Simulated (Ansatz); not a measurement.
# CoO: single-point calculation

System: CoO (2 atoms in the cell).
Method: DFT PBE+U, scalar-relativistic, plane waves, PAW, Ueff = 3.3 eV on Co d, spin-polarised (Ansatz 0.2.0).

The structure derives from an entry of the Crystallography Open Database. It belongs to a series of runs on one base structure; here: bands on a fine mesh, Fermi surface. Figures and captions count atoms from 1; the log counts them from 0 in places.

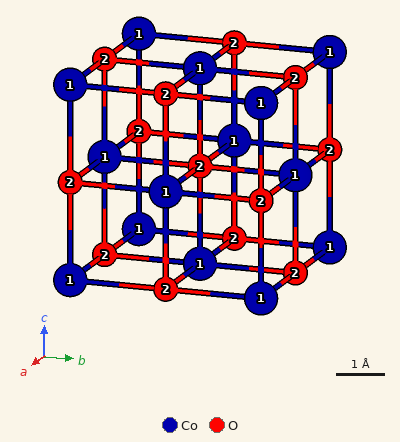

**Figure 1.** The structure as given in the input (ball-and-stick view of the cell 4 times as large as that of the calculation, set on its symmetry axes, seen slightly off an axis; atoms are numbered from 1 in the order of the input). An atom can appear more than once, as a periodic image. Near neighbours in the periodic cell (some may lie outside the picture): Co has 6 O at 2.13 Å; O has 6 Co at 2.13 Å.

### Input
```yaml
crystal:
  lattice:
    - [0.0, 2.1315016559, 2.1315016559]
    - [2.1315016559, 0.0, 2.1315016559]
    - [2.1315016559, 2.1315016559, 0.0]
  atoms:
    - { symbol: Co, position: [0.0, 0.0, 0.0], spin: 2.86 }
    - { symbol: O, position: [0.5, 0.5, 0.5] }
basis:
  ecutwfc: 420
  ecutrho_ratio: 4
kpoints:
  mp_grid: { grid: [10, 10, 10] }
hamiltonian:
  xc: pbe
  hubbard: { sites: [{ species: Co, l: d, u_eff: 3.3 }] }
scf:
  occupations: { method: gaussian, width: 0.05 }
  lower_state_search: "off"
output:
  forces: true
  stress: true
  eigenvalues: true
  populations: true
  hubbard: { sites: [{ species: Co, l: d }] }
  eigenstates:
    nscf_kmesh: { grid: [24, 24, 24] }
    de_dk: true
    e_range: [-2.5, 3.744496741175]
  write_density: true
  write_potential: true
  elf: true
  volumetric_format: npy
magnetization:
  spin_polarized: true
checkpoint:
  read: start.run
  write: ck
  compress: false
  write_wavefunctions: false
  write_every: 100000
```

Hardware: 4 threads of Arm Neoverse V1, 24 GiB of memory available, shared host.

Launch command:
```bash
ansatz run input.yaml --threads 4 --pin off --max-ram 9216MiB --backend cpu --events-out ev --progress --plain --runs-dir out
```

### Log
```
Warning: checkpoint.read: spin seed differs: saved 3457282e9df6…, current f58449e0076d…; the loaded state replaces the seed-built initial guess (but the starting_ns of a DFT+U solve that opens without the state's occupation matrices), so the run may converge into the producing seed's basin, or, where the symmetry group that follows from this deck's starting moments and starting_ns does not hold the saved magnetisation, lose that magnetisation at its first build. Where atoms have moved since the state was saved, this difference can also decide whether moments are moved with them. A self-consistent run of this deck without the state starts from its starting moments and, under a DFT+U term, its starting_ns
checkpoint.read: the saved state is not known to keep all of this run's symmetry; the run is made under 12 of its 48 symmetry operations, on 116 k-points of its mesh in the place of 47
Co: projections on atomic orbitals take those of the free atom [Ne] 3s2 3p6 3d7 4s2, of charge +0.00 (hamiltonian.pseudopotentials.projection_atoms); the dataset's partial waves leave at most 1.4e-6 of an orbital's norm unspanned inside its sphere
O: projections on atomic orbitals take those of the free atom [He] 2s2 2p4, of charge +0.00 (hamiltonian.pseudopotentials.projection_atoms); the dataset's partial waves leave at most 1.9e-8 of an orbital's norm unspanned inside its sphere
Engine: ansatz 0.2.0, aarch64-unknown-linux-gnu
Pseudopotentials: kind: paw
Pseudopotential: Co, paw, valence charge 17, recommended cutoff 420 eV (normal), Co.paw.azcp
Pseudopotential: O, paw, valence charge 6, recommended cutoff 420 eV (normal), O.paw.azcp
Functional definition: PBE
  parameter kappa = 0.804
  parameter beta = 0.06672455060314922
  exchange = pbe_x(kappa = kappa, mu = beta*pi^2/3)
  correlation = pbe_c(beta = beta)
Crystal: 2 atoms, lattice volume = 19.368 Å³
Basis set: ecut = 420 eV, 339 PW (Γ), exchange–correlation on 48×48×48 points (8 copies of the dense FFT grid, shifted against one another)
Bands: 17, of which v1, the nominal top of the filled ones, is band 12 counted from 1 (11 counted from 0)
Symmetry: 12 space group operations
k-points: 116 of 1000
Non-local potential: Co, projectors of the file, l = 0: 3, l = 1: 2, l = 2: 3, l = 3: 1
Non-local potential: O, projectors of the file, l = 0: 2, l = 1: 2, l = 2: 1
PAW form: soft (Blöchl's): semilocal exchange-correlation on the pseudo side does not see the compensation charge
PAW one-centre angular grid: Co, 590 points (default); XC on 64 Gauss nodes
PAW one-centre angular grid: O, 110 points (default); XC on 64 Gauss nodes
Initial density: read from a saved state, or passed on in memory by an earlier SCF of this step, an earlier step, the calling program or the single point that the run made first
Starting moments: Σ|m| = 2.86 μB on 1 of 2 sites; this step starts from the density that it was given
Initial wavefunctions: pseudopotential atomic-orbital guess
Functional: x = pbe(κ = 0.804, μ = 0.2195149727645171), c = pbe(β = 0.06672455060314922)
iter 1 solved again at ethr=9.52e-9 eV; its pass at ethr=3.10e-3 eV (dr2=2.19e-6 eV) is discarded
SCF iter   1: F=—  HF=-5691.397069 eV  |F-HF|=—  |Δ(HF+E_count)|=         —  Δρ=2.52e-5 (↑2.42e-5 ↓2.52e-5)  dr2=9.61e-8  dr2_m=4.39e-8  M=3.000 μB ∫|m|=3.008 μB  β_m=0.30  ethr=9.52e-9  ⟨swp⟩=3.1  Hψ=29215  notcnv=0
preconditioner: auto → none  [insulator: Δε(μ)=1.244 eV  Ē_g=14.762 eV  σ=0.050 eV  W_gap=1.00  n_scr=8 (ndim 8)  ℏωp=32.7 eV  f_vac=0.000  D(μ)=0.00/eV (n_scr^D=0)  ε∞_Penn≈5.9]
SCF iter   2: F=—  HF=-5691.397069 eV  |F-HF|=—  |Δ(HF+E_count)|=   1.47e-8  Δρ=1.61e-5 (↑1.61e-5 ↓1.50e-5)  dr2=2.51e-8  dr2_m=2.51e-8  M=3.000 μB ∫|m|=3.008 μB  β_m=0.47  ethr=4.18e-10  ⟨swp⟩=2.3  Hψ=5200  notcnv=0
SCF iter   3: F=—  HF=-5691.397069 eV  |F-HF|=—  |Δ(HF+E_count)|=   3.14e-8  Δρ=1.43e-5 (↑7.44e-6 ↓1.43e-5)  dr2=3.07e-8  dr2_m=1.01e-8  M=3.000 μB ∫|m|=3.008 μB  β_m=0.45  ethr=1.09e-10  ⟨swp⟩=2.0  Hψ=5323  notcnv=0
SCF iter   4: F=—  HF=-5691.397069 eV  |F-HF|=—  |Δ(HF+E_count)|=   2.76e-9  Δρ=3.70e-6 (↑3.70e-6 ↓2.11e-6)  dr2=6.67e-10  dr2_m=1.17e-9  M=3.000 μB ∫|m|=3.008 μB  β_m=0.49  ethr=1.09e-10  ⟨swp⟩=2.3  Hψ=5746  notcnv=0
SCF iter   5: F=—  HF=-5691.397069 eV  |F-HF|=—  |Δ(HF+E_count)|=  8.05e-10  Δρ=1.67e-6 (↑1.51e-6 ↓1.67e-6)  dr2=2.34e-10  dr2_m=2.94e-10  M=3.000 μB ∫|m|=3.008 μB  β_m=0.72  ethr=2.90e-12  ⟨swp⟩=2.2  Hψ=5791  notcnv=0
SCF iter   6: F=—  HF=-5691.397069 eV  |F-HF|=—  |Δ(HF+E_count)|=  3.02e-10  Δρ=3.93e-7 (↑7.67e-8 ↓3.93e-7)  dr2=6.24e-12  dr2_m=8.26e-12  M=3.000 μB ∫|m|=3.008 μB  β_m=0.86  ethr=1.00e-12  ⟨swp⟩=4.0  Hψ=17982  notcnv=0
SCF iter   7: F=-5691.397069 eV  HF=-5691.397069 eV  |F-HF|=9.09e-13  |Δ(HF+E_count)|=  3.55e-11  Δρ=1.31e-7 (↑7.69e-8 ↓1.31e-7)  dr2=7.55e-13  dr2_m=1.39e-12  M=3.000 μB ∫|m|=3.008 μB  ethr=1.00e-12  ⟨swp⟩=4.5  Hψ=13651  notcnv=0
SCF 1 converged in 7 iterations: F = -5691.397069 eV  dr2 = 7.55e-13
  greatest PAW one-centre occupation: 1.004 electrons in one spin orbital (limit 2), on the Co atom at site 0 (counted from 0), in its partial waves of l = 1
NSCF: frozen V_eff on 1313 k-points
SCF converged after 7 iterations
Magnetization: 3.0000 μB (13.0000 up, 10.0000 down)
Absolute magnetization: 3.0060 μB (∫|ρ↑−ρ↓|, with the PAW one-centre terms)
Spin contamination: 0.0032 ħ² per cell (⟨S²⟩ above its minimum at these occupations)
Per-site moments (μB) at R_I (Å): [(2.6003153353968753, 0.8792444330587501), (0.23152648544567658, 0.8792444330587501)]
Free energy (F): -5691.397069 eV
Harris-Foulkes:  -5691.397069 eV  (|F-HF|=9.09e-13)
Internal energy: -5691.397069 eV  (E = F + TS)
E sigma→0 (E₀):  -5691.397069 eV
Fermi energy:    14.084913 eV
--- Per-component energies (eV) ---
  E_band       = -317.731778
  E_kinetic    = 617.292490
  E_local      = -3435.714203  (includes V_loc(G=0)·N_el)
  E_nonlocal   = 514.785456
  E_hartree    = 1409.790806
  E_xc         = -228.821155
  E_vxc        = -294.032250  (∫ρ·V_xc dr)
  E_hubbard    = 0.513895  (on-site DFT+U / exact-exchange correction)
  E_vhub       = -10.988161  (the Hubbard potential's part of the band-sum identity)
  E_paw        = -1677.184074  (= ΣΔE_a)
  E_vpaw       = -528.659270  (= ΣTr[D̂ρ^β])
  E_aug_tail   = 0.002535  (compensation charges beyond the density's cutoff)
  E_ewald      = -2892.062819
  E_smearing   = -0.000000  (= −TS)
  E_closure    = 0.000000  (closes the sum)
  Σ components = -5691.397069   (vs F -5691.397069, Δ=0.00e0)
--- Forces (eV/Å), atoms counted from 1 ---
  atom   1  Co    -0.00000000     0.00000000    -0.00000000
  atom   2  O      0.00000000     0.00000000     0.00000000
  max |Σ_I F_I| component: 1.58e-29 eV/Å
--- Stress (GPa, compression-positive) ---
        8.168065      -0.673284      -0.673284
       -0.673284       8.168065      -0.673284
       -0.673284      -0.673284       8.168065
  P = ⅓ Tr σ = 8.1681 GPa (81.681 kbar)
--- Band table (eV; the first three rows and the last of 232) ---
  k-point 0 ↑: bands = ["-83.2999", "-47.0835", "-46.2948", "-46.2948", "-6.0659", "8.0390", "8.6886", "8.6886", "9.3214", "9.3214", "11.0269", "11.0919", "11.0919", "14.7986", "30.4852", "31.5303", "31.9036"]
  k-point 1 ↑: bands = ["-83.2997", "-47.0843", "-46.2981", "-46.2953", "-5.9589", "8.0155", "8.4328", "8.4411", "9.0718", "9.3271", "10.6846", "11.3691", "11.4478", "15.5354", "28.6667", "31.1893", "31.5015"]
  k-point 2 ↑: bands = ["-83.2989", "-47.0864", "-46.3065", "-46.2966", "-5.6650", "7.6558", "7.8799", "7.8845", "8.5768", "9.4709", "10.4517", "12.0448", "12.1444", "16.9172", "26.3212", "29.8865", "30.1400"]
  k-point 115 ↓: bands = ["-80.0204", "-43.5819", "-43.2642", "-43.2642", "-4.3775", "6.5887", "9.7100", "9.7100", "11.7200", "11.7200", "15.8289", "17.5616", "17.5616", "19.2209", "24.1079", "27.6445", "27.6445"]
Occupation matrices written to [file]
--- Löwdin populations: 2 sites ---
  site symbol       q [e]    m [muB]
     0     Co     15.8039     2.6984
     1      O      7.0691     0.2963
  spilling = 0.005521 (of n_electrons = 23.000000)
--- Occupation matrices: 1 shell (run DFT+U table (all-electron-ortho-atomic); ε = 1.25e-4) ---
  Co0 d_3D: site group Oh (m-3m)
  Co0 d_3D up     Tr n = 4.9889  λ = 0.996 0.996 0.998 0.998 0.999  [2× z2 0.50 (Eg 1.00) Eg(1.00) | 2× xz 0.33 (T2g 1.00) T2g(1.00) | xz 0.33 (T2g 1.00) T2g(1.00)]
  Co0 d_3D dn     Tr n = 2.2935  λ = 0.053 0.132 0.132 0.989 0.989  [xz 0.33 (T2g 1.00) T2g(1.00) | 2× z2 0.48 (Eg 0.96) Eg(0.96) | 2× xz 0.32 (T2g 0.96) T2g(0.96)]
  Tr n, λ and their labels are of the run-group-symmetrised matrices; stabiliser: 12 of 96 elements of G0×{1,Θ} (closed), max defect 2.8e-15 at τ = 2.7e-5
--- Fermi surface from the table of eigenstates not read: on its mesh, or on one of the eight of every second point, the electrons fill whole bands (an insulator's do; a metal wants a denser output.eigenstates.nscf_kmesh) ---
```

### File populations.tsv
```
# site	symbol	l	j	q_up	q_dn
# orbitals = lowdin
# n_electrons = 23.000000
# spilling = 0.005521
# projection_atom_Co: [Ne] 3s2 3p6 3d7 4s2
# projection_atom_O: [He] 2s2 2p4
0	Co	0_3S	-	0.996359	0.996531
0	Co	0_4S	-	0.265721	0.242093
0	Co	1_3P	-	2.999213	2.998797
0	Co	2_3D	-	4.989849	2.315305
1	O	0_2S	-	0.940459	0.902719
1	O	1_2P	-	2.742288	2.483682
```

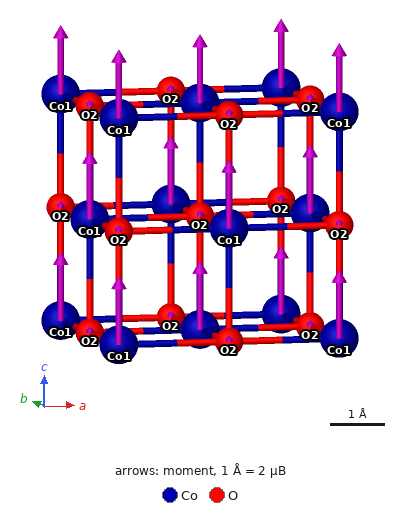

**Figure 2.** Magnetic moments of the sites as pink arrows (ball-and-stick view of the cell 4 times as large as that of the calculation, set on its symmetry axes, seen slightly off an axis; atoms are numbered from 1 in the order of the input); small moments hardly show. The run is collinear, so the axis drawn is arbitrary. Site moments: Co1 (2.60 μB); O2 (0.23 μB). They are counted near the atoms and needn't add up to the moment of the cell.

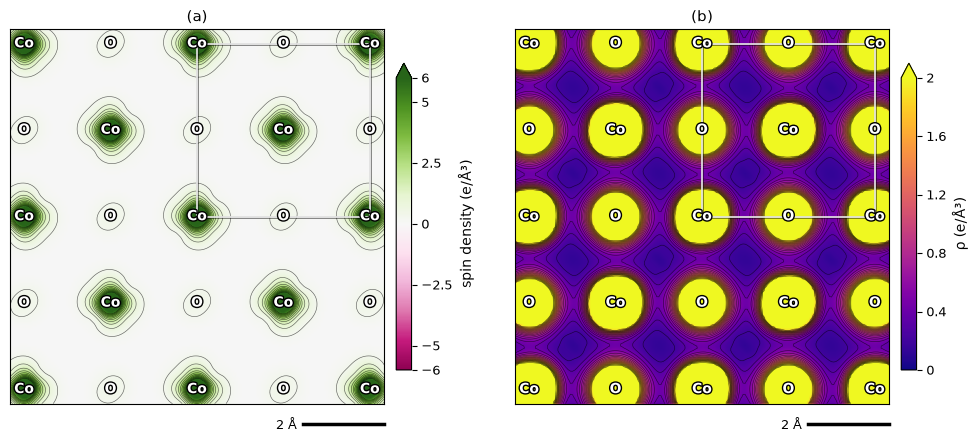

**Figure 3.** (a) spin density; (b) valence electron density on the (001) plane of the conventional cell. The section cuts through Co and O sites. Co–O (2.13 Å): ρ at the midpoint is about 0.42 e/Å³. Away from the nuclei the density in this plane falls to 0.13 e/Å³ at its lowest. The cell of the calculation (2 atoms) carries 3.0 μB net. Core electrons are frozen (PAW), so the fields are smoothed inside the atomic spheres.

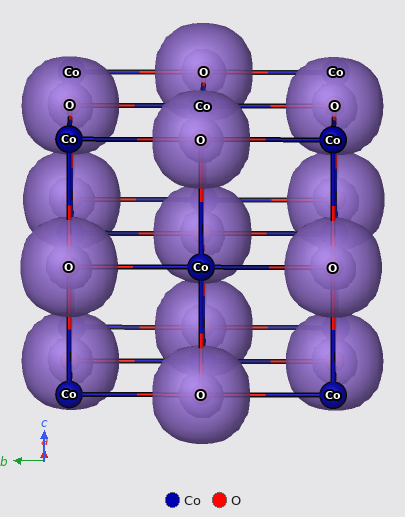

**Figure 4.** Isosurface of the ELF at 0.7 (purple), seen at an oblique angle. Core shells and regions of very low density are left out. Sticks mark near contacts. The outline is the cell set on symmetry axes. Profiles from the grid: Co–O (2.13 Å): the ELF is about 0.15 at the midpoint.

### Results in brief

- outcome: converged
- space group (tolerance 0.01 Å): Fm-3m (225)
- electrons treated: 23
- free energy: −5691.3971 eV
- Fermi energy: 14.085 eV
- gap on the k-point mesh: 1.24 eV
- net moment of the cell: 3.00 μB
- integrated absolute moment: 3.01 μB
- pressure: 8.17 GPa
- largest force (length of the vector): under 0.001 eV/Å
- wall time: 13 s (CPU time 48 s)
- peak memory: 0.77 GiB

### Remarks

The cell is under a pressure of 8.2 GPa at this level, so it is not at its equilibrium volume.
